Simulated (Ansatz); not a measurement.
# Direct or indirect: CaH2S2 sheet (P-3m1)

```xyz
5
Lattice="4.4122 0.0000 0.0000 -2.2061 3.8211 0.0000 0.0000 0.0000 20.3200" Properties=species:S:1:pos:R:3 pbc="T T T"
Ca    2.2061    1.2737   10.1600
S     0.0000    0.0000   11.4714
S     0.0000    2.5474    8.8486
H     0.0000    0.0000   12.8210
H     0.0000    2.5474    7.4990
```

Method: Ansatz, PBE, independent particles, without spin-orbit coupling, line width 0.15 eV (Gaussian). The band structure gives a fundamental gap of 3.85 eV. The spectrum of vertical transitions near the edge:

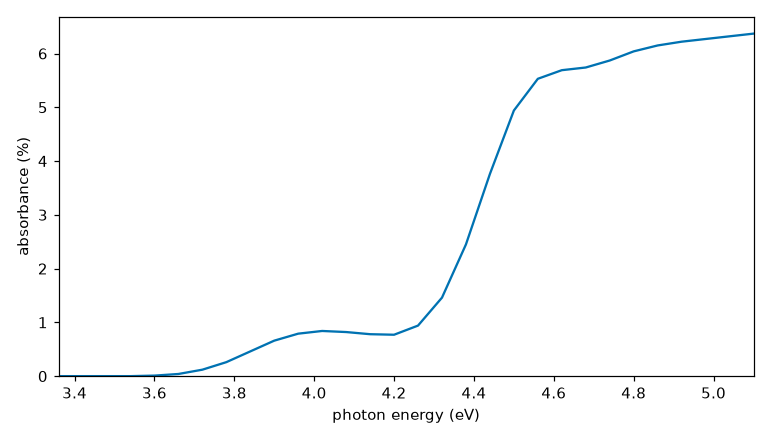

**Question.** Is the gap direct or indirect, and about where do vertical transitions set in?

**Answer.** Direct: the band path has its least direct gap at the fundamental one, 3.85 eV, and the curves rise from there. Lines are broadened by 0.15 eV, which spreads the edge.

Note: cells built here by substitution need not match a known phase.

[Logs are printed without paths, hosts, clocks, repeated set-up lines and the standing remarks that a program may print on its own settings, such as how far it seeks lower states.]
